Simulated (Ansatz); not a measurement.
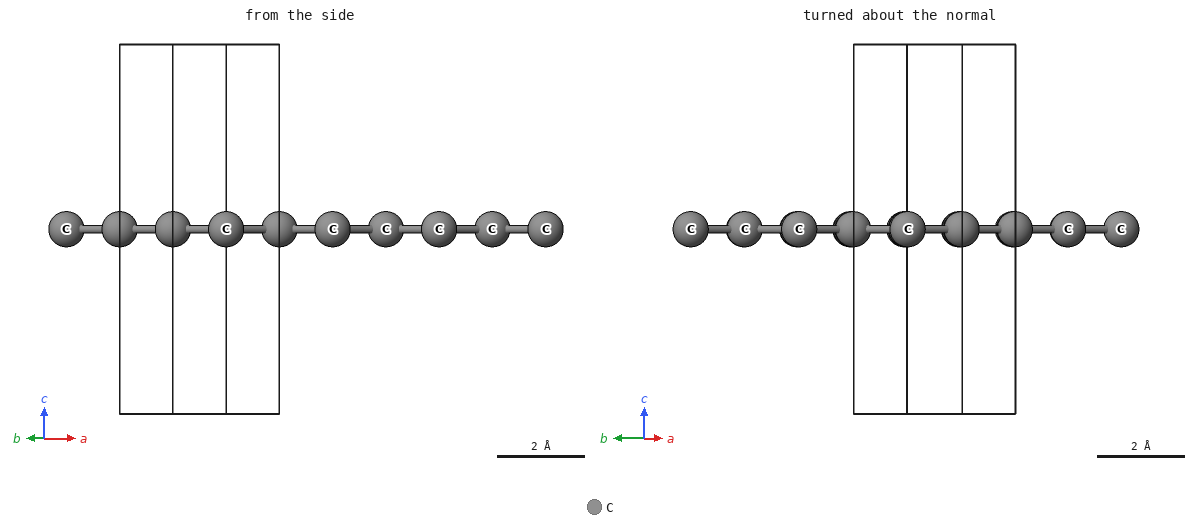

A ball-and-stick picture of a periodic sheet, seen from the side and turned about the normal. The surface normal points up in side views; the box is the simulation cell. 4×3 cells are drawn in the plane, with atoms at the edges repeated.

The cell holds 2 C.

Q: What is the thickness of the slab?

A: About 0.0 Å from the lowest to the highest atom, with about 9 Å of vacuum to the next image.

Q: What bonds hold it together?

A: C bonds to three C in a trigonal planar arrangement at about 1.4 Å. The bonds build C layers parallel to the surface.

Provenance: a structure listed in the Materials Project. The cell was then strained or its atoms displaced on purpose. It went into a calculation with Ansatz.
